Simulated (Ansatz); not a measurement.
System: Fe$_{2}$Co.

```xyz
12
Lattice="2.8366 0.0000 0.0000 0.0000 4.0379 0.0000 0.0000 0.0000 12.0650" Properties=species:S:1:pos:R:3 pbc="T T T"
Fe    1.4183    0.0000    2.0005
Fe    0.0000    2.0190    2.0005
Fe    0.0000    0.0000    8.0330
Fe    1.4183    2.0190    8.0330
Fe    0.0000    0.0000    4.0320
Fe    1.4183    2.0190    4.0320
Fe    1.4183    0.0000   10.0645
Fe    0.0000    2.0190   10.0645
Co    0.0000    0.0000    0.0000
Co    1.4183    2.0190    0.0000
Co    1.4183    0.0000    6.0325
Co    0.0000    2.0190    6.0325
```

Space group Fmmm; a structure generated by program, which may or may not match a known phase; spin-polarised.

Theory: DFT PBE, scalar-relativistic, plane waves, PAW (Ansatz).

> What will maps of the valence pseudo-density, electron localisation function and spin density show?

Fe–Co (2.45 Å): ρ is about 0.35 e/Å³ halfway; the ELF is about 0.25 at the midpoint (no localised pair shows between them).
Fe–Fe (2.48 Å): ρ at the midpoint is about 0.34 e/Å³; the ELF is about 0.25 at the midpoint (no shared electron pair shows on this line).
The spin density sits on Fe: +2.6 μB (×8); Co: +1.9 μB (×4) in one cell of 12 atoms: parallel main moments (a ferromagnetic arrangement) in this solution. The cell of the calculation (3 atoms) carries 6.8 μB of net spin moment.

> Metal or insulator at this level of theory?

It is gapless in this calculation (a metal or semimetal).

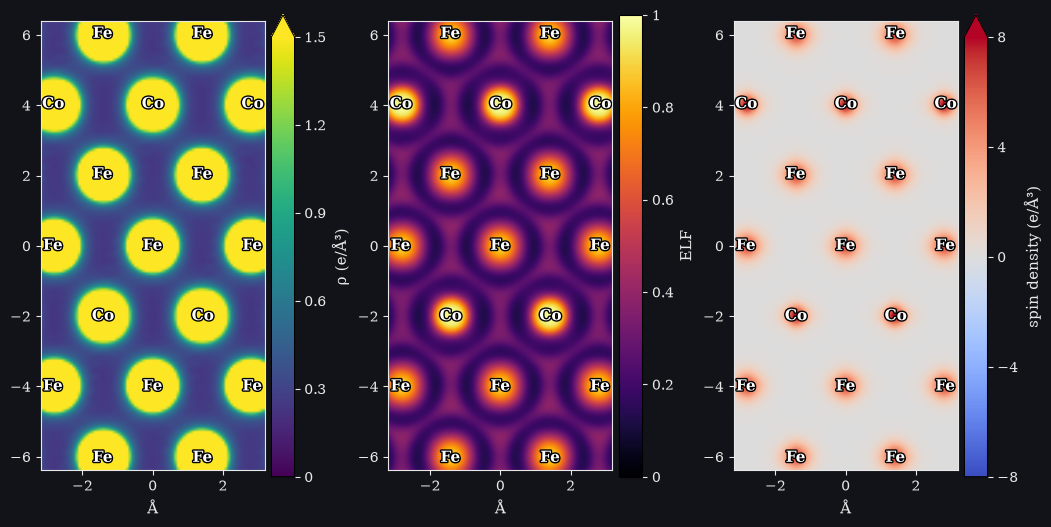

Computed valence pseudo-density, electron localisation function and spin density on the (010) plane of the conventional cell, in this order. 

The density is the valence pseudo-density of a PAW calculation; it isn't the true density close to the nuclei.
